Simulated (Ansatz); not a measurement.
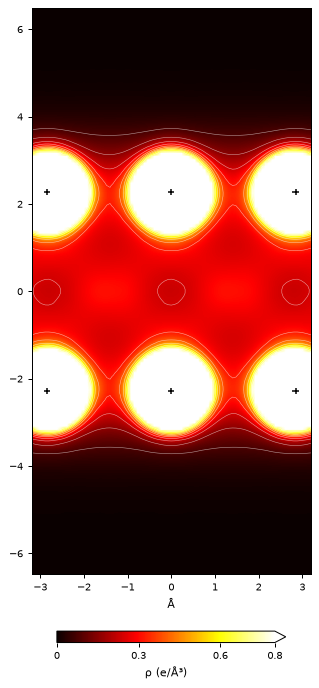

The valence electron density on a plane through atoms (crosses mark nuclei in the plane).

Computed with DFT PBE+D3(BJ), scalar-relativistic, plane waves, PAW in Ansatz.

Candidates:
A. Ta (slab), a = 5.69 Å, b = 5.69 Å, c = 20.65 Å, α = 90.00°, β = 90.00°, γ = 109.47°. 
B. C, a = 2.46 Å, b = 2.46 Å, c = 3.57 Å, α = 90.00°, β = 90.00°, γ = 120.00°. Space group P6/mmm; a structure from a database of computed crystals, not necessarily the ambient phase.

Question: Which candidate gave the map?

Answer: Candidate A: Ta on the (010) plane of the calculation cell, a cut from vacuum to vacuum, which holds Ta. Ta–Ta (2.84 Å): the density is about 0.33 e/Å³ at the midpoint.
